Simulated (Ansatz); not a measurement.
# Geometry relaxation of WSe₂ (part 2 of 3)

Continued. System: WSe₂ (12 atoms in the cell). Method: DFT PBE+D3(BJ), scalar-relativistic, plane waves, PAW, no spin polarisation (Ansatz 0.2.0); cutoff 420 eV, 12×12×1 k-mesh, Gaussian smearing of 0.02 eV. The structure derives from a Materials Project entry.

Geometry of the input (Å; fractional positions):
```
3.3178  0.0000  0.0000
-1.6589  2.8733  0.0000
0.0000  0.0000  36.4183
W  0.6667  0.3333  0.9061
W  0.6667  0.3333  0.2805
W  0.3333  0.6667  0.7195
W  0.3333  0.6667  0.0939
Se 0.3333  0.6667  0.9518
Se 0.3333  0.6667  0.3261
Se 0.6667  0.3333  0.7652
Se 0.6667  0.3333  0.1396
Se 0.3333  0.6667  0.8604
Se 0.3333  0.6667  0.2348
Se 0.6667  0.3333  0.6739
Se 0.6667  0.3333  0.0482
```

**Output, continued**
```
relax step  31: F+E_penalty+E_count = -85304.02989604 eV  Δ(F+E_penalty+E_count) = -5.971e-5 eV  max|allowed force component| = 2.543e-2 eV/Å  Δτ_max = 0.0214 Å  P = -0.092 GPa  Ω = 238.290 Å³  energy of the carried Pulay correction = +1.631e-2 eV  (11 SCF iters, accepted)
SCF 32 converged in 5 iterations: F = -85304.030053 eV  dr2 = 6.16e-8
relax step  32: F+E_penalty+E_count = -85304.03005340 eV  Δ(F+E_penalty+E_count) = -1.574e-4 eV  max|allowed force component| = 7.612e-3 eV/Å  Δτ_max = 0.0054 Å  P = +0.023 GPa  Ω = 238.260 Å³  energy of the carried Pulay correction = +1.631e-2 eV  (5 SCF iters, dr2 threshold 1.17e-7 eV, accepted)
SCF 33 converged in 5 iterations: F = -85304.030070 eV  dr2 = 5.16e-9
relax step  33: F+E_penalty+E_count = -85304.03006977 eV  Δ(F+E_penalty+E_count) = -1.636e-5 eV  max|allowed force component| = 4.439e-4 eV/Å  Δτ_max = 0.0012 Å  P = -0.000 GPa  Ω = 238.255 Å³  energy of the carried Pulay correction = +1.631e-2 eV  (5 SCF iters, dr2 threshold 9.99e-9 eV, accepted)
Basis set: ecut = 420 eV, 4741 PW (Γ), exchange–correlation on 48×48×360 points (8 copies of the dense FFT grid, shifted against one another)
Initial wavefunctions: pseudopotential atomic-orbital guess (no wavefunctions were taken with the density)
iter 1 solved again at ethr=4.26e-8 eV; its pass at ethr=3.10e-3 eV (dr2=7.84e-5 eV) is discarded
SCF iter   1: F=—  HF=-85304.023002 eV  |F-HF|=—  |Δ(HF+E_count)|=         —  Δρ=2.50e-4  dr2=1.93e-5  ethr=4.26e-8  ⟨swp⟩=3.8  Hψ=13341  notcnv=0
preconditioner: auto → Resta (q_TF=auto, 2.613 Å⁻¹)  ε∞=6.3  [insulator: Δε(μ)=0.897 eV  Ē_g=8.860 eV  σ=0.020 eV  W_gap=1.00  n_scr=86 (ndim 8)  ℏωp=20.4 eV  f_vac=0.029  D(μ)=0.00/eV (n_scr^D=0)  ε∞_Penn≈6.3]
SCF iter   2: F=—  HF=-85304.023061 eV  |F-HF|=—  |Δ(HF+E_count)|=   5.95e-5  Δρ=1.32e-4  dr2=5.91e-6  ethr=1.05e-8  ⟨swp⟩=2.2  Hψ=3237  notcnv=0
SCF iter   3: F=—  HF=-85304.022907 eV  |F-HF|=—  |Δ(HF+E_count)|=   1.55e-4  Δρ=3.02e-5  dr2=7.23e-7  ethr=3.21e-9  ⟨swp⟩=2.0  Hψ=3857  notcnv=0
SCF iter   4: F=—  HF=-85304.022907 eV  |F-HF|=—  |Δ(HF+E_count)|=   1.69e-7  Δρ=6.51e-6  dr2=5.02e-8  ethr=3.93e-10  ⟨swp⟩=3.0  Hψ=3833  notcnv=0
SCF iter   5: F=—  HF=-85304.022907 eV  |F-HF|=—  |Δ(HF+E_count)|=   9.46e-9  Δρ=1.72e-6  dr2=2.64e-9  ethr=2.73e-11  ⟨swp⟩=2.0  Hψ=2402  notcnv=0
SCF iter   6: F=-85304.022907 eV  HF=-85304.022907 eV  |F-HF|=2.91e-11  |Δ(HF+E_count)|=  1.75e-10  Δρ=1.94e-7  dr2=9.52e-11  ethr=1.00e-12  ⟨swp⟩=4.7  Hψ=11423  notcnv=0
SCF 34 converged in 6 iterations: F = -85304.022907 eV  dr2 = 9.52e-11
relax step  34: F+E_penalty+E_count = -85304.02290681 eV  Δ(F+E_penalty+E_count) = +7.163e-3 eV  max|allowed force component| = 1.130e-3 eV/Å  Δτ_max = 0.0000 Å  P = -0.009 GPa  Ω = 238.255 Å³  stress off target by 1.79e-2 GPa  SCF on the basis re-selected at this cell (its energy is not comparable with the rows above)  (6 SCF iters)
```

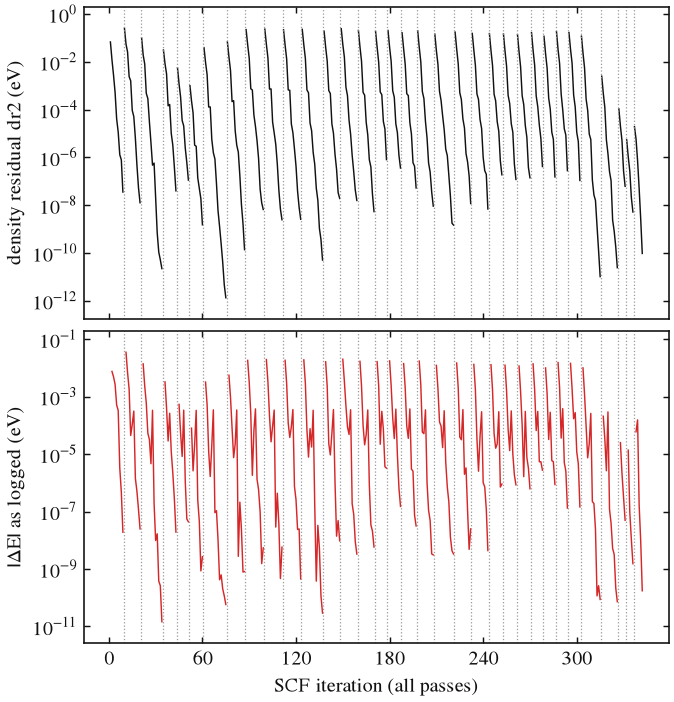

*Convergence of the self-consistent field: density residual dr2 and size of the energy change against the SCF iteration. The dotted lines part the SCF passes of the relaxation: geometry steps, rejected trials and re-solves on a re-selected basis.*

The 34 passes take 5 to 15 iterations each, 342 in all.

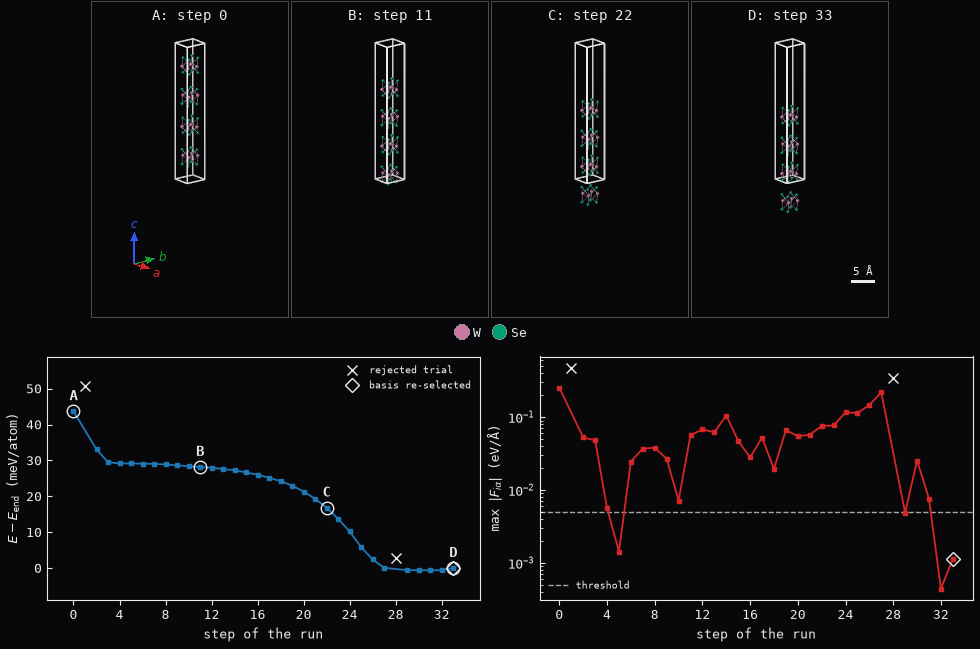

*Frames of the relaxation (ball-and-stick view of the 2 × 2 repeat of the cell, with the vacuum cut short, seen slightly off an axis) above the curves, on which the letters mark them (the first geometry is step 0 here and step 1 in the log).*

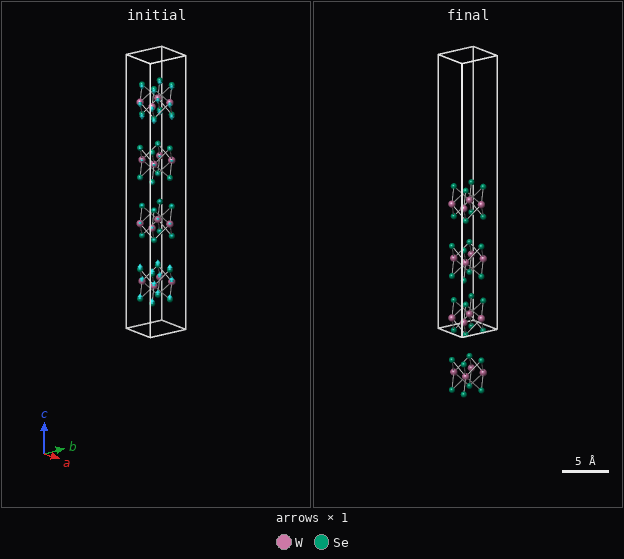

*Before (left) and after (right) the relaxation, at one scale (ball-and-stick view of the 2 × 2 repeat of the cell, with the vacuum cut short, seen slightly off an axis). The teal arrows give the displacements (without the part carried along by the change of the cell), at true length.*

The largest moves relative to the cell, 0.64 Å, are those of Se7 and Se10. By element the largest moves are Se 0.64 Å, W 0.62 Å. In the plane the drawn cell goes a 6.636 → 6.558 Å (−1.2 %), b 6.636 → 6.558 Å (−1.2 %). The space group stays P-3m1 (No. 164). The energy falls by 44.3 meV per atom in 32 geometry steps. The largest force component goes from 0.25 to 0.0011 eV/Å. The line search rejected the trial steps at points 1, 28 (counted from 0) and went back. A last SCF at the same geometry on a re-selected plane-wave basis shifts the energy by +0.6 meV per atom. (Atoms are counted from 1 in the order of the input.)

```
basis re-selected at this cell: Δ(F+E_penalty+E_count) = +7.163e-3 eV, ΔP = -0.009 GPa vs the last step (what re-selecting the basis moved, of the pressure what is left beyond the Pulay correction that the steps carried, after the strain that the cell walked since its last selection, with what the two solves' SCF thresholds leave and, on support functions, any second-order correction that the steps lacked; it is no measure of the basis error at this ecutwfc). The dense FFT grid was sized anew with the basis: this SCF ran on 24×24×180 points, the steps before it on 24×24×250, so part of this shift can come from that change (see relax.cell in the input reference). This SCF's stress stands 1.79e-2 GPa from its target on what of the cell is left free (relax.cell.stress_tol is 5.00e-2 GPa) and its largest allowed force component is 1.13e-3 eV/Å (relax.f_tol is 5.00e-3 eV/Å): within both
SCF converged after 6 iterations
Free energy (F): -85304.022907 eV
Harris-Foulkes:  -85304.022907 eV  (|F-HF|=2.91e-11)
Internal energy: -85304.022907 eV  (E = F + TS)
E sigma→0 (E₀):  -85304.022907 eV
Fermi energy:    13.788685 eV
--- Per-component energies (eV) ---
  E_band       = -3299.352391
  E_kinetic    = 2759.799583
  E_local      = -22169.720770  (includes V_loc(G=0)·N_el)
  E_nonlocal   = -4759.368219
  E_hartree    = 10685.084501
  E_xc         = -1907.011965
  E_vxc        = -1748.400476  (∫ρ·V_xc dr)
  E_paw        = -49542.237389  (= ΣΔE_a)
  E_vpaw       = 1248.173033  (= ΣTr[D̂ρ^β])
  E_aug_tail   = -0.005016  (compensation charges beyond the density's cutoff)
  E_ewald      = -20364.858760
  E_disp       = -5.704871  (pairwise vdW)
  E_smearing   = -0.000000  (= −TS)
  E_closure    = 0.000000  (closes the sum)
  Σ components = -85304.022907   (vs F -85304.022907, Δ=0.00e0)
--- Forces (eV/Å), atoms counted from 1 ---
  atom   1  W      0.00000000    -0.00000000     0.00004135
  atom   2  W      0.00000000    -0.00000000     0.00000024
  atom   3  W      0.00000000     0.00000000    -0.00000024
  atom   4  W      0.00000000     0.00000000    -0.00004135
  atom   5  Se     0.00000000     0.00000000     0.00112970
  atom   6  Se     0.00000000     0.00000000     0.00079429
  atom   7  Se     0.00000000    -0.00000000     0.00092174
  atom   8  Se     0.00000000    -0.00000000     0.00070581
  atom   9  Se     0.00000000     0.00000000    -0.00070581
  atom  10  Se    -0.00000000     0.00000000    -0.00092174
  atom  11  Se    -0.00000000    -0.00000000    -0.00079429
  atom  12  Se     0.00000000    -0.00000000    -0.00112970
  max |Σ_I F_I| component: 4.34e-19 eV/Å
--- Stress (GPa, compression-positive) ---
       -0.005072      -0.000000      -0.000000
       -0.000000      -0.005072       0.000000
       -0.000000       0.000000      -0.017933
  P = ⅓ Tr σ = -0.0094 GPa (-0.094 kbar)
--- Band table (eV; the first three rows and the last of 19) ---
  k-point 0: bands = ["-60.9180", "-60.9180", "-60.9180", "-60.9180", "-34.5305", "-34.5305", "-34.5304", "-34.5304", "-34.5304", "-34.5304", "-34.5304", "-34.5304", "-34.5299", "-34.5299", "-34.5299", "-34.5299", "-34.5298", "-34.5298", "-34.5298", "-34.5298", "-34.5034", "-34.5034", "-34.5032", "-34.5032", "-34.5032", "-34.5032", "-34.5029", "-34.5029", "-34.5023", "-34.5023", "-34.5020", "-34.5020", "-34.5020", "-34.5020", "-34.5018", "-34.5018", "-34.4923", "-34.4921", "-34.4921", "-34.4919", "-34.4903", "-34.4901", "-34.4901", "-34.4899", "-25.2111", "-25.2111", "-25.2110", "-25.2110", "-25.0690", "-25.0690", "-25.0690", "-25.0690", "-25.0690", "-25.0690", "-25.0690", "-25.0690", "-2.0092", "-1.8803", "-1.8802", "-1.6927", "-0.8789", "-0.5941", "-0.5940", "-0.3602", "6.0789", "6.5954", "6.5956", "7.3475", "9.5506", "10.6806", "10.6808", "10.7074", "10.7074", "10.7182", "10.7182", "10.7182", "10.7182", "10.7296", "10.7296", "11.8170", "11.8170", "11.8522", "11.8522", "11.8522", "11.8522", "11.8874", "11.8874", "12.1465", "12.3775", "13.1355", "13.1357", "13.3406", "15.9742", "15.9742", "15.9742", "15.9742", "15.9748", "15.9748", "16.0234", "16.0234", "16.0396", "16.0396", "16.1851", "16.1851", "16.1851", "16.1851", "16.2823", "16.2823", "17.9050", "18.2776", "18.2776"]
  k-point 1: bands = ["-60.9173", "-60.9173", "-60.9172", "-60.9172", "-34.5304", "-34.5304", "-34.5303", "-34.5303", "-34.5302", "-34.5301", "-34.5301", "-34.5300", "-34.5300", "-34.5299", "-34.5299", "-34.5299", "-34.5296", "-34.5296", "-34.5295", "-34.5295", "-34.5035", "-34.5035", "-34.5033", "-34.5033", "-34.5033", "-34.5033", "-34.5030", "-34.5030", "-34.5025", "-34.5023", "-34.5022", "-34.5022", "-34.5021", "-34.5021", "-34.5020", "-34.5019", "-34.4921", "-34.4920", "-34.4920", "-34.4918", "-34.4901", "-34.4899", "-34.4899", "-34.4898", "-25.2077", "-25.2077", "-25.2077", "-25.2077", "-25.0855", "-25.0855", "-25.0854", "-25.0854", "-25.0728", "-25.0728", "-25.0728", "-25.0728", "-1.9027", "-1.7749", "-1.7748", "-1.5873", "-0.8179", "-0.5383", "-0.5382", "-0.3117", "6.2164", "6.7247", "6.7249", "7.4835", "9.4596", "10.3788", "10.3952", "10.3952", "10.4160", "10.5227", "10.5229", "10.8055", "10.8205", "10.8205", "10.8368", "11.3392", "11.6314", "11.6712", "11.6712", "11.7103", "11.8064", "11.8064", "11.8107", "12.1773", "12.5310", "13.0181", "13.0182", "13.1560", "15.7412", "15.7861", "15.7861", "15.7915", "15.8352", "15.8611", "15.8612", "15.8698", "15.8770", "15.9689", "15.9690", "16.1275", "16.1630", "16.2352", "16.2352", "16.2487", "18.5238", "18.8248", "18.8248"]
  k-point 2: bands = ["-60.9153", "-60.9153", "-60.9153", "-60.9153", "-34.5303", "-34.5302", "-34.5302", "-34.5302", "-34.5301", "-34.5301", "-34.5300", "-34.5300", "-34.5293", "-34.5293", "-34.5292", "-34.5292", "-34.5288", "-34.5287", "-34.5287", "-34.5287", "-34.5036", "-34.5036", "-34.5035", "-34.5034", "-34.5034", "-34.5034", "-34.5032", "-34.5031", "-34.5030", "-34.5027", "-34.5027", "-34.5025", "-34.5024", "-34.5021", "-34.5021", "-34.5019", "-34.4917", "-34.4916", "-34.4916", "-34.4914", "-34.4897", "-34.4895", "-34.4895", "-34.4894", "-25.1985", "-25.1985", "-25.1985", "-25.1985", "-25.1301", "-25.1301", "-25.1301", "-25.1301", "-25.0832", "-25.0832", "-25.0832", "-25.0832", "-1.5961", "-1.4725", "-1.4724", "-1.2857", "-0.6422", "-0.3788", "-0.3787", "-0.1740", "6.6024", "7.0803", "7.0805", "7.8535", "9.2065", "9.5821", "9.6161", "9.6161", "9.6649", "10.0936", "10.0938", "10.5253", "11.0746", "11.0949", "11.0949", "11.1332", "11.2004", "11.2567", "11.2568", "11.2955", "11.4950", "11.6072", "11.6072", "12.1925", "12.3085", "12.5994", "12.5995", "12.6349", "14.9694", "15.2644", "15.2644", "15.5281", "15.5472", "15.6563", "15.6879", "15.6880", "15.8320", "15.8321", "15.8753", "15.9465", "16.4684", "16.6125", "16.6125", "16.7090", "19.4436", "19.7426", "19.7427"]
  k-point 18: bands = ["-60.9058", "-60.9058", "-60.9058", "-60.9058", "-34.5286", "-34.5286", "-34.5286", "-34.5286", "-34.5274", "-34.5274", "-34.5273", "-34.5273", "-34.5273", "-34.5273", "-34.5272", "-34.5272", "-34.5271", "-34.5271", "-34.5271", "-34.5270", "-34.5054", "-34.5052", "-34.5052", "-34.5048", "-34.5043", "-34.5043", "-34.5042", "-34.5042", "-34.5037", "-34.5033", "-34.5033", "-34.5032", "-34.5032", "-34.5031", "-34.5031", "-34.5030", "-34.4898", "-34.4898", "-34.4898", "-34.4898", "-34.4875", "-34.4875", "-34.4875", "-34.4875", "-25.2499", "-25.2499", "-25.2499", "-25.2499", "-25.2233", "-25.2233", "-25.2233", "-25.2233", "-25.1544", "-25.1544", "-25.1544", "-25.1544", "0.4936", "0.4936", "0.4938", "0.4938", "0.5748", "0.5748", "0.5750", "0.5750", "7.4462", "7.5491", "7.5492", "7.6244", "7.6244", "7.6508", "7.6508", "7.6910", "8.4108", "8.6028", "8.6028", "8.7568", "8.9042", "8.9042", "9.2626", "9.2626", "9.3873", "9.3873", "9.9356", "9.9356", "10.5446", "10.5446", "10.7832", "10.7832", "12.8583", "12.9804", "12.9805", "13.1517", "14.7179", "14.7179", "14.7182", "14.7182", "15.0914", "15.6926", "15.6928", "16.3724", "16.3724", "16.4537", "16.5181", "16.5181", "17.6765", "17.6765", "17.9807", "17.9807", "18.7033", "19.1652", "19.1652"]
--- Relaxed structure (33 steps of the walk, 31 accepted, 1 SCFs on fresh bases) ---
  F+E_penalty+E_count = -85304.02290681 eV   max|allowed force component| = 1.130e-3 eV/Å   (the final SCF, on the basis selected at the relaxed cell)
  cell:  # Å, volume = 238.2546 Å³
    - [3.2790666856200428, -5.527721256484311e-32, 5.1055279080501105e-33]
    - [-1.6395333428100214, 2.8397550504501985, -8.370330466956328e-32]
    - [1.0194610933865746e-31, 5.969362070626146e-31, 25.586452780536387]
  atoms:
    - { symbol: W, position: [0.6666666666666666, 0.3333333333333332, 0.8749881532813035] }
    - { symbol: W, position: [0.6666666666666666, 0.3333333333333332, 0.37500663127030104] }
    - { symbol: W, position: [0.3333333333333332, 0.6666666666666664, 0.6249933687296986] }
    - { symbol: W, position: [0.3333333333333332, 0.6666666666666664, 0.12501184671869614] }
    - { symbol: Se, position: [0.3333333333333332, 0.6666666666666664, 0.9408156502523303] }
    - { symbol: Se, position: [0.3333333333333332, 0.6666666666666664, 0.44083381211964323] }
    - { symbol: Se, position: [0.6666666666666666, 0.3333333333333332, 0.6908204773363673] }
    - { symbol: Se, position: [0.6666666666666666, 0.3333333333333332, 0.1908394916678605] }
    - { symbol: Se, position: [0.3333333333333332, 0.6666666666666664, 0.8091605083321397] }
    - { symbol: Se, position: [0.3333333333333332, 0.6666666666666664, 0.3091795226636327] }
    - { symbol: Se, position: [0.6666666666666666, 0.3333333333333332, 0.5591661878803569] }
    - { symbol: Se, position: [0.6666666666666666, 0.3333333333333332, 0.05918434974766967] }
```

**Trajectory as extended XYZ (Å, eV, eV/Å), 17 of the 34 frames kept, from step=1 to step=34**
```
12
Lattice="3.3178 0.0000 0.0000 -1.6589 2.8733 0.0000 0.0000 0.0000 36.4183" Properties=species:S:1:pos:R:3:forces:R:3 step=1 energy=-85303.49851 pressure_GPa=-0.96
W     1.6589    0.9578   32.9990    0.0000   0.0000   0.0094
W     1.6589    0.9578   10.2142    0.0000   0.0000  -0.0555
W     0.0000    1.9156   26.2041    0.0000   0.0000   0.0555
W     0.0000    1.9156    3.4193    0.0000   0.0000  -0.0094
Se    0.0000    1.9156   34.6625    0.0000   0.0000   0.2413
Se    0.0000    1.9156   11.8763    0.0000   0.0000   0.1724
Se    1.6589    0.9578   27.8675    0.0000   0.0000   0.2529
Se    1.6589    0.9578    5.0822    0.0000   0.0000   0.2443
Se    0.0000    1.9156   31.3361    0.0000   0.0000  -0.2443
Se    0.0000    1.9156    8.5509    0.0000   0.0000  -0.2529
Se    1.6589    0.9578   24.5420    0.0000   0.0000  -0.1724
Se    1.6589    0.9578    1.7558    0.0000   0.0000  -0.2413
```
